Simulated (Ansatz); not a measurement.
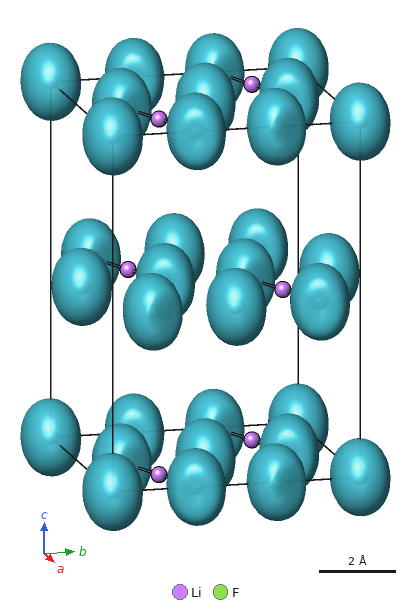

The picture shows: Li2F3. Isosurface of the ELF at 0.6 (cyan), seen slightly off an axis. Core shells and regions of very low density are left out. Sticks mark near contacts.

Space group Fmmm; started from the random prototype, which need not be the ambient phase; computed without spin polarisation.

The calculation used Ansatz 0.2.0, DFT PBE, scalar-relativistic, plane waves, PAW.

Q: Describe the localisation domains.

A: The surface consists of twelve regions wrapped around F (the valence shell of each), counted in one cell of 20 atoms. Regions shared between cells count once. Along the contacts the grid gives the following. Li–F (1.74 Å): the ELF peaks at about 0.85 in the valence shell of F, 0.6 Å from its nucleus, and is about 0.50 at the midpoint.

Q: Metal or insulator at this level of theory?

A: It is metallic or semimetallic at this level of theory: no gap opens.
